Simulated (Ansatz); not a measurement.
Run report: Zr₃S₂, single-point calculation

Zr₃S₂ (Immm, 10 atoms in the cell), computed with DFT PBE, scalar-relativistic, plane waves, PAW, no spin polarisation (Ansatz 0.2.0).

The structure was made by a generator, so it may or may not be a known phase. Figures and captions count atoms from 1; the log counts them from 0 in places.

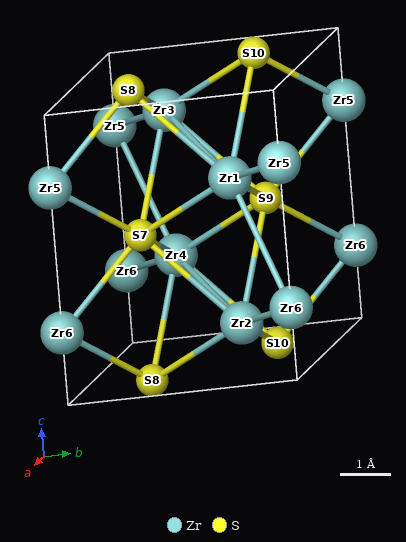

The structure as given in the input (ball-and-stick view of the cell of the calculation, seen slightly off an axis; atoms are numbered from 1 in the order of the input).

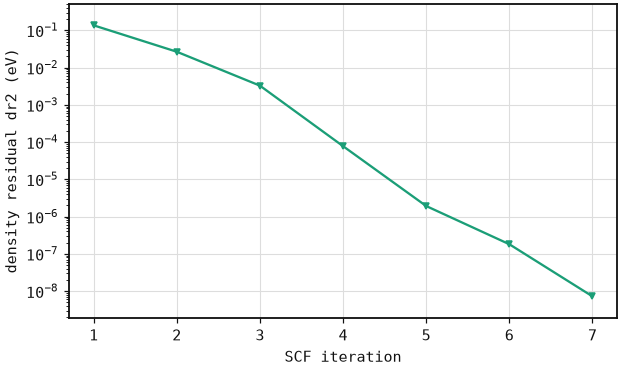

Convergence of the self-consistent field: density residual dr2 against the SCF iteration. The residual falls at every step.

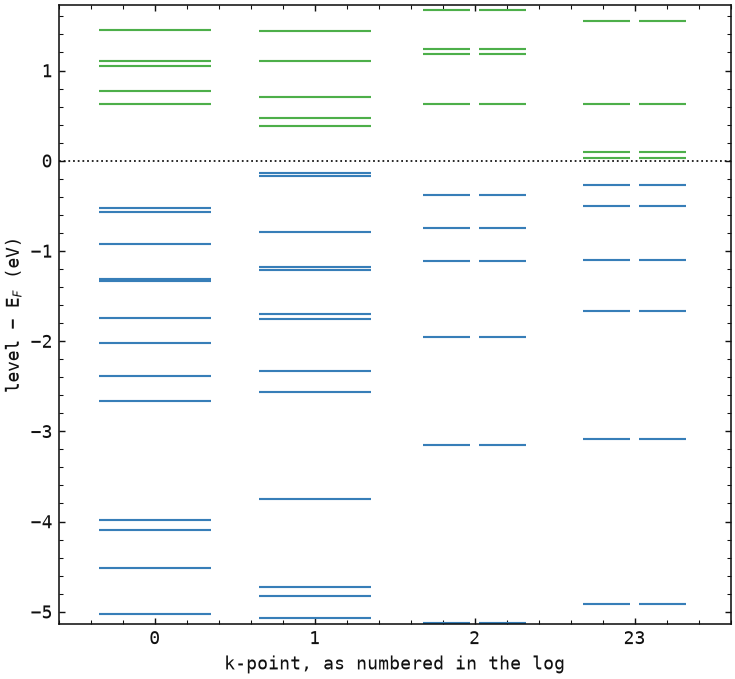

Kohn–Sham levels near the Fermi level (dotted) at the few k-points that the log prints; levels within 0.02 eV of each other stand side by side. The system is metallic on the full mesh.

These pictures come from the run below.

## The input
```yaml
crystal:
  lattice:
    - [-1.7049371821, -3.2823659787, 4.2247531263]
    - [-1.7049371821, 3.2823659787, 4.2247531263]
    - [-6.8197487285, 0.0, 0.0]
  atoms:
    - { symbol: Zr, position: [0.686252099, 0.686252099, 0.6568739505] }
    - { symbol: Zr, position: [0.686252099, 0.686252099, 0.1568739505] }
    - { symbol: Zr, position: [0.313747901, 0.313747901, 0.8431260495] }
    - { symbol: Zr, position: [0.313747901, 0.313747901, 0.3431260495] }
    - { symbol: Zr, position: [0.0, 0.0, 0.75] }
    - { symbol: Zr, position: [0.0, 0.0, 0.25] }
    - { symbol: S, position: [0.7131770224, 0.2868229776, 0.5] }
    - { symbol: S, position: [0.7131770224, 0.2868229776, 0.0] }
    - { symbol: S, position: [0.2868229776, 0.7131770224, 0.5] }
    - { symbol: S, position: [0.2868229776, 0.7131770224, 0.0] }
basis:
  ecutwfc: 420
kpoints:
  mp_grid: { grid: [4, 4, 4] }
hamiltonian:
  xc: pbe
scf:
  occupations: { method: gaussian, width: 0.2 }
  lower_state_search: "off"
output:
  forces: true
  stress: true
  eigenvalues: true
```

Run as:
```bash
ansatz run input.yaml --threads 1 --pin off --max-ram 2560MiB --backend cpu --events-out ev --progress --plain --runs-dir out
```

## Output
```
Engine: ansatz 0.2.0, x86_64-unknown-linux-gnu
Pseudopotentials: kind: paw
Pseudopotential: Zr, paw, valence charge 12, recommended cutoff 420 eV (normal), Zr.paw.azcp
Pseudopotential: S, paw, valence charge 6, recommended cutoff 420 eV (normal), S.paw.azcp
Functional definition: PBE
  parameter kappa = 0.804
  parameter beta = 0.06672455060314922
  exchange = pbe_x(kappa = kappa, mu = beta*pi^2/3)
  correlation = pbe_c(beta = beta)
Crystal: 10 atoms, lattice volume = 189.141 Å³
Basis set: ecut = 420 eV, 3703 PW (Γ), exchange–correlation on 80×80×96 points (8 copies of the dense FFT grid, shifted against one another)
Bands: 58, of which v1, the nominal top of the filled ones, is band 48 counted from 1 (47 counted from 0)
Symmetry: 8 space group operations
Space group: Immm (ITA 71), of the structure as read, at distance tolerance 5.7e-5 Å
k-points: 24 of 64
Non-local potential: Zr, projectors of the file, l = 0: 3, l = 1: 2, l = 2: 2, l = 3: 2
Non-local potential: S, projectors of the file, l = 0: 2, l = 1: 2, l = 2: 2
PAW form: soft (Blöchl's): semilocal exchange-correlation on the pseudo side does not see the compensation charge
PAW one-centre angular grid: Zr, 590 points (default); XC on 64 Gauss nodes
PAW one-centre angular grid: S, 110 points (default); XC on 64 Gauss nodes
Initial density: superposition of atomic densities (neutral atoms: chi_scale 0, normalization atom), corrected by the library's trained network
Initial wavefunctions: pseudopotential atomic-orbital guess
Functional: x = pbe(κ = 0.804, μ = 0.2195149727645171), c = pbe(β = 0.06672455060314922)
SCF iter   1: F=—  HF=-28721.065217 eV  |F-HF|=—  |Δ(HF+E_count)|=         —  Δρ=7.11e-3  dr2=1.36e-1  ethr=1.77e-3  ⟨swp⟩=5.8  Hψ=5361  notcnv=0
preconditioner: auto → Kerker (q_TF=auto, 2.437 Å⁻¹)  [metal: Δε(μ)=0.020 eV  Ē_g=6.679 eV  σ=0.200 eV  W_gap=0.06  n_scr=50 (ndim 8)  ℏωp=18.7 eV  f_vac=0.000  D(μ)=7.02/eV (n_scr^D=58)]
SCF iter   2: F=—  HF=-28721.046926 eV  |F-HF|=—  |Δ(HF+E_count)|=   1.83e-2  Δρ=3.75e-3  dr2=2.66e-2  ethr=1.42e-4  ⟨swp⟩=1.9  Hψ=1640  notcnv=0
SCF iter   3: F=—  HF=-28721.044330 eV  |F-HF|=—  |Δ(HF+E_count)|=   2.60e-3  Δρ=1.08e-3  dr2=3.27e-3  ethr=2.77e-5  ⟨swp⟩=2.2  Hψ=1866  notcnv=0
SCF iter   4: F=—  HF=-28721.043990 eV  |F-HF|=—  |Δ(HF+E_count)|=   3.40e-4  Δρ=2.14e-4  dr2=7.77e-5  ethr=3.41e-6  ⟨swp⟩=2.0  Hψ=1831  notcnv=0
SCF iter   5: F=—  HF=-28721.044069 eV  |F-HF|=—  |Δ(HF+E_count)|=   7.88e-5  Δρ=3.48e-5  dr2=1.92e-6  ethr=8.10e-8  ⟨swp⟩=2.3  Hψ=2511  notcnv=0
SCF iter   6: F=—  HF=-28721.044069 eV  |F-HF|=—  |Δ(HF+E_count)|=   2.16e-7  Δρ=7.50e-6  dr2=1.81e-7  ethr=2.00e-9  ⟨swp⟩=2.0  Hψ=2248  notcnv=0
SCF iter   7: F=-28721.044069 eV  HF=-28721.044069 eV  |F-HF|=2.04e-9  |Δ(HF+E_count)|=   5.40e-9  Δρ=1.82e-6  dr2=7.21e-9  ethr=1.04e-10  ⟨swp⟩=10.2  Hψ=5233  notcnv=0
SCF 1 converged in 7 iterations: F = -28721.044069 eV  dr2 = 7.21e-9
  greatest PAW one-centre occupation: 0.996 electrons in one spin orbital (limit 2), on the Zr atom at site 5 (counted from 0), in its partial waves of l = 0
SCF converged after 7 iterations
Free energy (F): -28721.044069 eV
Harris-Foulkes:  -28721.044069 eV  (|F-HF|=2.04e-9)
Internal energy: -28720.900603 eV  (E = F + TS)
E sigma→0 (E₀):  -28720.972336 eV
Entropy (-TS):   -0.143466 eV (-14.347 meV/atom)
Fermi energy:    14.184421 eV
--- Per-component energies (eV) ---
  E_band       = -463.478534
  E_kinetic    = 2444.287217
  E_local      = -4071.327158  (includes V_loc(G=0)·N_el)
  E_nonlocal   = 592.295048
  E_hartree    = 1290.637440
  E_xc         = -1366.984957
  E_vxc        = -1507.588685  (∫ρ·V_xc dr)
  E_paw        = -20125.906056  (= ΣΔE_a)
  E_vpaw       = -502.420716  (= ΣTr[D̂ρ^β])
  E_aug_tail   = 0.000153  (compensation charges beyond the density's cutoff)
  E_ewald      = -7483.902291
  E_smearing   = -0.143466  (= −TS)
  E_closure    = 0.000000  (closes the sum)
  Σ components = -28721.044069   (vs F -28721.044069, Δ=0.00e0)
--- Forces (eV/Å), atoms counted from 1 ---
  atom   1  Zr    -0.01647397     0.00000000    -0.02108612
  atom   2  Zr    -0.01647397     0.00000000    -0.02108612
  atom   3  Zr     0.01647397     0.00000000     0.02108612
  atom   4  Zr     0.01647397     0.00000000     0.02108612
  atom   5  Zr    -0.00000000     0.00000000     0.00000000
  atom   6  Zr    -0.00000000     0.00000000     0.00000000
  atom   7  S     -0.00000000    -0.00821768    -0.00000000
  atom   8  S     -0.00000000    -0.00821768    -0.00000000
  atom   9  S      0.00000000     0.00821768     0.00000000
  atom  10  S      0.00000000     0.00821768     0.00000000
  max |Σ_I F_I| component: 2.78e-17 eV/Å
--- Stress (GPa, compression-positive) ---
       -0.024427       0.000000       0.011584
        0.000000       0.100491      -0.000000
        0.011584      -0.000000       0.073466
  P = ⅓ Tr σ = 0.0498 GPa (0.498 kbar)
--- Band table (eV; the first three rows and the last of 24) ---
  k-point 0: bands = ["-35.0941", "-35.0629", "-35.0500", "-35.0322", "-34.5032", "-34.4802", "-13.3526", "-13.3079", "-13.2987", "-13.2499", "-13.2222", "-13.2073", "-13.2001", "-13.1670", "-13.1540", "-13.1250", "-12.9183", "-12.8804", "-12.8272", "-12.7736", "-12.7283", "-12.6205", "-12.3468", "-12.3002", "-1.1559", "-0.1652", "0.2539", "0.3857", "6.9058", "7.0616", "8.0803", "8.3831", "8.8503", "8.9865", "9.0033", "9.1569", "9.6718", "10.0888", "10.1977", "11.5208", "11.8002", "12.1586", "12.4463", "12.8510", "12.8723", "13.2620", "13.6145", "13.6653", "14.8160", "14.9558", "15.2327", "15.2944", "15.6374", "16.0651", "16.1038", "16.4261", "16.5931", "16.6395"]
  k-point 1: bands = ["-35.0894", "-35.0673", "-35.0476", "-35.0351", "-34.4998", "-34.4836", "-13.3633", "-13.3330", "-13.2498", "-13.2388", "-13.2294", "-13.1898", "-13.1631", "-13.1580", "-13.1205", "-13.0949", "-12.9616", "-12.9341", "-12.8124", "-12.7784", "-12.7425", "-12.6743", "-12.3403", "-12.3068", "-1.0161", "-0.3181", "0.2757", "0.3689", "7.1095", "7.1559", "8.0595", "8.4795", "8.8430", "8.9877", "9.0218", "9.1145", "9.3585", "9.4575", "10.4383", "11.6234", "11.8570", "12.4277", "12.4898", "12.9757", "13.0026", "13.3982", "14.0192", "14.0429", "14.5700", "14.6616", "14.8883", "15.2879", "15.6207", "16.0682", "16.1282", "16.1447", "16.3441", "16.3450"]
  k-point 2: bands = ["-35.0782", "-35.0782", "-35.0415", "-35.0415", "-34.4917", "-34.4917", "-13.3622", "-13.3622", "-13.2428", "-13.2428", "-13.1712", "-13.1712", "-13.1065", "-13.1065", "-13.0705", "-13.0705", "-13.0353", "-13.0353", "-12.7771", "-12.7771", "-12.7619", "-12.7619", "-12.3234", "-12.3234", "-0.6734", "-0.6734", "0.3247", "0.3247", "7.2941", "7.2941", "8.3939", "8.3939", "8.7991", "8.7991", "9.0349", "9.0349", "9.0576", "9.0576", "11.0346", "11.0346", "12.2346", "12.2346", "13.0736", "13.0736", "13.4412", "13.4412", "13.8053", "13.8053", "14.8112", "14.8112", "15.3623", "15.3623", "15.4245", "15.4245", "15.8597", "15.8597", "15.9631", "15.9631"]
  k-point 23: bands = ["-35.0726", "-35.0726", "-35.0460", "-35.0460", "-34.4928", "-34.4928", "-13.3835", "-13.3835", "-13.3036", "-13.3036", "-13.1384", "-13.1384", "-13.1341", "-13.1341", "-13.0357", "-13.0357", "-13.0262", "-13.0262", "-12.7546", "-12.7546", "-12.7452", "-12.7452", "-12.3352", "-12.3352", "-0.5364", "-0.5364", "0.3816", "0.3816", "7.2616", "7.2616", "8.0104", "8.0104", "8.4835", "8.4835", "8.7742", "8.7742", "9.2721", "9.2721", "11.1000", "11.1000", "12.5217", "12.5217", "13.0842", "13.0842", "13.6856", "13.6856", "13.9195", "13.9195", "14.2158", "14.2158", "14.2810", "14.2810", "14.8120", "14.8120", "15.7338", "15.7338", "16.7584", "16.7584"]
```

## Key numbers

| quantity | value |
| --- | --- |
| outcome | converged |
| space group (tolerance 0.01 Å) | Immm (71) |
| electrons treated | 96 |
| free energy | −28721.0441 eV |
| Fermi energy | 14.184 eV |
| gap on the k-point mesh | none (metallic) |
| pressure | 0.05 GPa |
| largest force (length of the vector) | 0.027 eV/Å |
| hardware | 1 thread of Intel Xeon @ 2.70GHz, 189 GiB of memory available, shared host |
| wall time | 17 s |
| peak memory | 0.56 GiB |
